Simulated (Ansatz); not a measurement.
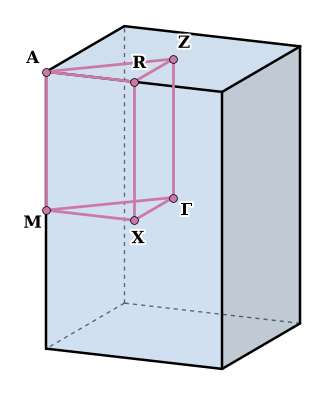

The figure shows the first Brillouin zone with its special points and a band path. Crystal: SnO2, coordinates from a relaxation with DFT, PBE, plane waves, PAW in Ansatz. Geometry calculated from the standardised cell; symmetry tolerance 0.002 Å.

Labels and path follow the convention of Hinuma et al. (2017), as computed by seekpath.

What lattice type do the shape and the labels point to?

Answer. A primitive tetragonal lattice (tP; extended symbol tP1). The zone is a parallelepiped in its combinatorial type: 6 faces (6 with 4 edges), 12 edges, 8 vertices.

In which order does the conventional band path visit the special points?

Answer. Γ–X–M–Γ–Z–R–A–Z | X–R | M–A
